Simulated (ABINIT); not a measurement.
# Run report: Be2C, optical-spectrum calculation (part 2 of 2)

Be2C (3 atoms in the cell); Kohn-Sham DFT of a periodic cell, PBEsol, PseudoDojo NC SR PBEsol v0.4.1 standard, no spin polarisation (ABINIT 10.8.3); cutoff 1197.3 eV, 8×8×8 k-mesh, fixed occupations. The structure derives from an entry of the Crystallography Open Database.

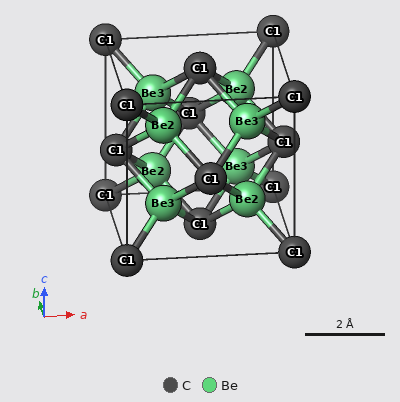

Figure 1. The input geometry (ball-and-stick view of the cell 4 times as large as that of the calculation, set on its symmetry axes, seen at an oblique angle; atoms are numbered from 1 in the order of the input).

Output, continued
```
 Mean square residual over all n,k,spin=   87.473E-18; max=  80.312E-17
 reduced coordinates (array xred) for    3 atoms
       0.000000000000      0.000000000000      0.000000000000
       0.750000000000      0.750000000000      0.750000000000
       0.250000000000      0.250000000000      0.250000000000
 rms dE/dt=  1.1760E-30; max dE/dt=  1.0518E-30; dE/dt below (all hartree)
    1       0.000000000000      0.000000000000      0.000000000000
    2      -0.000000000000     -0.000000000000     -0.000000000000
    3       0.000000000000      0.000000000000      0.000000000000

 cartesian coordinates (angstrom) at end:
    1      0.00000000000000     0.00000000000000     0.00000000000000
    2      3.23723833500000     3.23723833500000     3.23723833500000
    3      1.07907944500000     1.07907944500000     1.07907944500000

 cartesian forces (hartree/bohr) at end:
    1     -0.00000000000000    -0.00000000000000    -0.00000000000000
    2      0.00000000000000     0.00000000000000     0.00000000000000
    3     -0.00000000000000     0.00000000000000    -0.00000000000000
 frms,max,avg= 1.4147728E-31 2.5790329E-31   0.000E+00  0.000E+00  0.000E+00 h/b

 cartesian forces (eV/Angstrom) at end:
    1     -0.00000000000000    -0.00000000000000    -0.00000000000000
    2      0.00000000000000     0.00000000000000     0.00000000000000
    3     -0.00000000000000     0.00000000000000    -0.00000000000000
 frms,max,avg= 7.2750541E-30 1.3261921E-29   0.000E+00  0.000E+00  0.000E+00 e/A
 length scales=  1.889726125908  1.889726125908  1.889726125908 bohr
              =  1.000000000000  1.000000000000  1.000000000000 angstroms
 Fermi (or HOMO) energy (hartree) =   0.28026   Average Vxc (hartree)=  -0.44169
 Eigenvalues (hartree) for nkpt=  60  k points:
 kpt#   1, nband=  6, wtk=  0.01172, kpt= -0.0625 -0.1250  0.0000 (reduced coord)
  -3.34069   -3.33934   -0.26118    0.23098    0.25393    0.27168
 prteigrs : prtvol=0 or 1, do not print more k-points.

--- !EnergyTerms
iteration_state     : {dtset: 1, }
comment             : Components of total free energy in Hartree
kinetic             :  2.16853652954032E+01
hartree             :  4.78128498625888E+00
xc                  : -6.98445556145345E+00
Ewald energy        : -1.87741545654707E+01
psp_core            :  1.06804321729493E+00
local_psp           : -1.49227430082260E+01
non_local_psp       : -2.06532963945614E+01
total_energy        : -3.37999560307545E+01
total_energy_eV     : -9.19743658650035E+02
band_energy         : -1.29843967919642E+01
...

 Cartesian components of stress tensor (hartree/bohr^3)
  sigma(1 1)= -3.43519844E-07  sigma(3 2)=  0.00000000E+00
  sigma(2 2)= -3.43519844E-07  sigma(3 1)=  0.00000000E+00
  sigma(3 3)= -3.43519844E-07  sigma(2 1)=  0.00000000E+00

-Cartesian components of stress tensor (GPa)         [Pressure=  1.0107E-02 GPa]
- sigma(1 1)= -1.01067027E-02  sigma(3 2)=  0.00000000E+00
- sigma(2 2)= -1.01067027E-02  sigma(3 1)=  0.00000000E+00
- sigma(3 3)= -1.01067027E-02  sigma(2 1)=  0.00000000E+00

================================================================================
== DATASET  2 ==================================================================

--- !DatasetInfo
iteration_state: {dtset: 2, }
dimensions: {natom: 3, nkpt: 60, mband: 22, nsppol: 1, nspinor: 1, nspden: 1, mpw: 1905, }
cutoff_energies: {ecut:  44.0, pawecutdg:  -1.0, }
electrons: {nelect:   1.20000000E+01, charge:   0.00000000E+00, occopt:   1.00000000E+00, tsmear:   1.00000000E-02, }
meta: {optdriver: 0, ionmov: 0, optcell: 0, iscf: -2, paral_kgb: 0, }
...

 mkfilename : getden/=0, take file _DEN from output of DATASET   1.

 Real(R)+Recip(G) space primitive vectors, cartesian coordinates (Bohr,Bohr^-1):
 R(1)=  0.0000000  4.0783292  4.0783292  G(1)= -0.1225992  0.1225992  0.1225992
 R(2)=  4.0783292  0.0000000  4.0783292  G(2)=  0.1225992 -0.1225992  0.1225992
 R(3)=  4.0783292  4.0783292  0.0000000  G(3)=  0.1225992  0.1225992 -0.1225992
 Unit cell volume ucvol=  1.3566782E+02 bohr^3
 Angles (23,13,12)=  6.00000000E+01  6.00000000E+01  6.00000000E+01 degrees

 getcut: wavevector=  0.0000  0.0000  0.0000  ngfft=  36  36  36
         ecut(hartree)=     44.000   => boxcut(ratio)=   2.09032
--------------------------------------------------------------------------------

================================================================================
 Non-SCF case, kpt    1 ( -0.06250 -0.12500  0.00000), residuals and eigenvalues=
  1.77E-13  4.28E-13  5.46E-13  6.62E-14  7.48E-14  1.91E-13  3.60E-13  1.07E-13
  6.42E-14  4.40E-14  6.31E-14  7.05E-14  9.51E-14  1.34E-13  2.39E-13  2.31E-13
  1.37E-13  3.60E-13  3.51E-13  1.23E-13  1.21E-06  2.16E-06
 -3.3407E+00 -3.3393E+00 -2.6118E-01  2.3098E-01  2.5393E-01  2.7168E-01
  4.4700E-01  4.7571E-01  4.7917E-01  5.4736E-01  6.9274E-01  7.6793E-01
  7.9193E-01  9.4097E-01  1.0082E+00  1.0198E+00  1.2058E+00  1.3390E+00
  1.3439E+00  1.3705E+00  1.8301E+00  1.8568E+00
 prteigrs : prtvol=0 or 1, do not print more k-points.

--- !ResultsGS
iteration_state: {dtset: 2, }
comment   : Summary of ground state results
lattice_vectors:
- [  0.0000000,   4.0783292,   4.0783292, ]
- [  4.0783292,   0.0000000,   4.0783292, ]
- [  4.0783292,   4.0783292,   0.0000000, ]
lattice_lengths: [   5.76763,    5.76763,    5.76763, ]
lattice_angles: [ 60.000,  60.000,  60.000, ] # degrees, (23, 13, 12)
lattice_volume:   1.3566782E+02
convergence: {deltae:  0.000E+00, res2:  0.000E+00, residm:  9.990E-13, diffor:  0.000E+00, }
etotal    :  -3.37999560E+01
entropy   :   0.00000000E+00
fermie    :   2.80263958E-01
cartesian_stress_tensor: null
pressure_GPa: null
xred      :
- [  0.0000E+00,   0.0000E+00,   0.0000E+00,  C]
- [  7.5000E-01,   7.5000E-01,   7.5000E-01, Be]
- [  2.5000E-01,   2.5000E-01,   2.5000E-01, Be]
cartesian_forces: null
force_length_stats: {min: null, max: null, mean: null, }
...

 Integrated electronic density in atomic spheres:
 ------------------------------------------------
 Atom  Sphere_radius  Integrated_density
    1        2.00000          4.15918329
    2        2.00000          3.49696589
    3        2.00000          3.49696589
================================================================================

 ----iterations are completed or convergence reached----

 Mean square residual over all n,k,spin=   35.985E-14; max=  99.901E-14
 reduced coordinates (array xred) for    3 atoms
       0.000000000000      0.000000000000      0.000000000000
       0.750000000000      0.750000000000      0.750000000000
       0.250000000000      0.250000000000      0.250000000000

 cartesian coordinates (angstrom) at end:
    1      0.00000000000000     0.00000000000000     0.00000000000000
    2      3.23723833500000     3.23723833500000     3.23723833500000
    3      1.07907944500000     1.07907944500000     1.07907944500000
 length scales=  1.889726125908  1.889726125908  1.889726125908 bohr
              =  1.000000000000  1.000000000000  1.000000000000 angstroms
 Eigenvalues (hartree) for nkpt=  60  k points:
 kpt#   1, nband= 22, wtk=  0.01172, kpt= -0.0625 -0.1250  0.0000 (reduced coord)
  -3.34069   -3.33934   -0.26118    0.23098    0.25393    0.27168    0.44700    0.47571
   0.47917    0.54736    0.69274    0.76793    0.79193    0.94097    1.00817    1.01982
   1.20579    1.33897    1.34395    1.37054    1.83013    1.85681
 prteigrs : prtvol=0 or 1, do not print more k-points.

================================================================================
== DATASET  3 ==================================================================

--- !DatasetInfo
iteration_state: {dtset: 3, }
dimensions: {natom: 3, nkpt: 60, mband: 18, nsppol: 1, nspinor: 1, nspden: 1, mpw: 1905, }
cutoff_energies: {ecut:  44.0, pawecutdg:  -1.0, }
electrons: {nelect:   1.20000000E+01, charge:   0.00000000E+00, occopt:   1.00000000E+00, tsmear:   1.00000000E-02, }
meta: {optdriver: 8, wfk_task: 7, }
...

 mkfilename : getwfk/=0, take file _WFK from output of DATASET   2.

--------------------------------------------------------------------------------

 Computation of velocity matrix elements (DDK)

 Parameters extracted from the Abinit header:
    ecut:     44.0
    nkpt:    2048
    mband:   22
    nsppol:  1
    nspinor: 1
    useylm:  0
    inclvkb: 2
    bmin: 1, bmax: 22
    Computing diagonal and off-diagonal matrix elements
    Between band index bmin: 1, bmax: 22

== END DATASET(S) ==============================================================
================================================================================

 -outvars: echo values of variables after computation  --------
            acell      1.8897261259E+00  1.8897261259E+00  1.8897261259E+00 Bohr
           etotal1    -3.3799956031E+01
           etotal3     0.0000000000E+00
            fcart1    -2.1491941079E-32 -1.0745970540E-31 -6.4475823238E-32
                       1.7193552863E-31  8.5967764317E-32  2.5790329295E-31
                      -1.5044358755E-31  2.1491941079E-32 -1.9342746971E-31
            fcart3     0.0000000000E+00  0.0000000000E+00  0.0000000000E+00
                       0.0000000000E+00  0.0000000000E+00  0.0000000000E+00
                       0.0000000000E+00  0.0000000000E+00  0.0000000000E+00
            rprim      0.0000000000E+00  2.1581588900E+00  2.1581588900E+00
                       2.1581588900E+00  0.0000000000E+00  2.1581588900E+00
                       2.1581588900E+00  2.1581588900E+00  0.0000000000E+00
           strten1    -3.4351984361E-07 -3.4351984361E-07 -3.4351984361E-07
                       0.0000000000E+00  0.0000000000E+00  0.0000000000E+00
           strten3     0.0000000000E+00  0.0000000000E+00  0.0000000000E+00
                       0.0000000000E+00  0.0000000000E+00  0.0000000000E+00
           xangst      0.0000000000E+00  0.0000000000E+00  0.0000000000E+00
                       3.2372383350E+00  3.2372383350E+00  3.2372383350E+00
                       1.0790794450E+00  1.0790794450E+00  1.0790794450E+00
             xred      0.0000000000E+00  0.0000000000E+00  0.0000000000E+00
                       7.5000000000E-01  7.5000000000E-01  7.5000000000E-01
                       2.5000000000E-01  2.5000000000E-01  2.5000000000E-01
 Calculation completed.
```

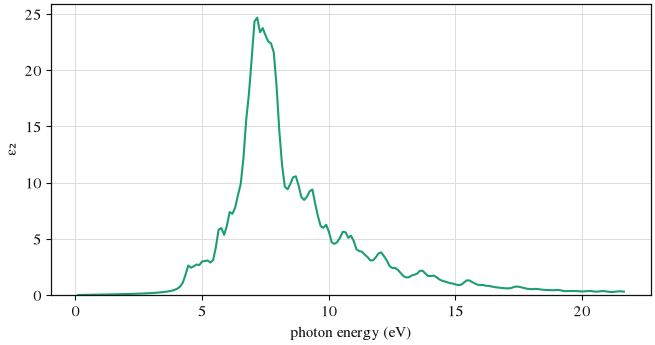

Figure 2. Imaginary part of the dielectric function (first component that the program prints). The highest peak, 24.7, lies at 7.18 eV.

The run was set up as follows.

The input
```
# Datasets
ndtset 3

# Pseudopotentials
pp_dirpath "./"
pseudos "C.upf, Be.upf"

# Structure
acell 3*1.0 Angstrom
rprim
     0.0000000000     2.1581588900     2.1581588900
     2.1581588900     0.0000000000     2.1581588900
     2.1581588900     2.1581588900     0.0000000000
ntypat 2
znucl 6 4
natom 3
typat 1 2 2
chkprim 0
chksymtnons 0
tolsym 1.0e-6
xred
            0.0            0.0            0.0
            3/4            3/4            3/4
            1/4            1/4            1/4

# Plane-wave basis
ecut 44.0
ecutsm 0.5

# k points
ngkpt 8 8 8
nshiftk 4
shiftk
     0.5000000000     0.5000000000     0.5000000000
     0.5000000000     0.0000000000     0.0000000000
     0.0000000000     0.5000000000     0.0000000000
     0.0000000000     0.0000000000     0.5000000000
istwfk *1

# Exchange and correlation
ixc -116133

# Bands and occupations
occopt 1

# SCF cycle
nstep 80
diemac 6.0

# Output
iomode 3
prteig 0
prtebands 0

# Dataset 1: ground state
nband1 6
tolvrs1 1.0e-12
prtden1 1
prtwf1 0
kptopt1 1

# Dataset 2: empty bands at fixed density
iscf2 -2
getden2 1
nband2 22
nbdbuf2 4
tolwfr2 1.0e-12
nstep2 120
prtden2 0
kptopt2 1

# Dataset 3: wave functions and velocity matrix elements in the full zone
optdriver3 8
wfk_task3 "wfk_optics_fullbz"
getwfk3 2
nband3 18
kptopt3 1
prtevk3 1
inclvkb3 2
```

File optic.abi
```
&FILES
 ddkfile_1 = 'runo_DS3_1_EVK.nc',
 ddkfile_2 = 'runo_DS3_2_EVK.nc',
 ddkfile_3 = 'runo_DS3_3_EVK.nc',
 wfkfile = 'runo_DS3_WFK.nc'
/
&PARAMETERS
 broadening = 0.005512,
 domega = 0.002,
 maxomega = 0.8,
 scissor = 0.000000,
 tolerance = 0.002
/
&COMPUTATIONS
 num_lin_comp = 1,
 lin_comp = 11,
 num_nonlin_comp = 0
/
```

Run as:
```bash
abinit run.abi > log 2>&1
optic optic.abi > optic.log 2>&1
```

Summary

```csv
quantity,value
outcome,converged
space group (tolerance 0.01 Å),Fm-3m (225)
electrons treated,12
free energy,−919.7437 eV
Fermi energy of the self-consistent step,7.626 eV
pressure,0.01 GPa
largest force (length of the vector),under 0.001 eV/Å
hardware,"1 thread of Arm Neoverse V1, 24 GiB of memory available, shared host"
wall time,1.8 min
peak memory,1.5 GiB
```
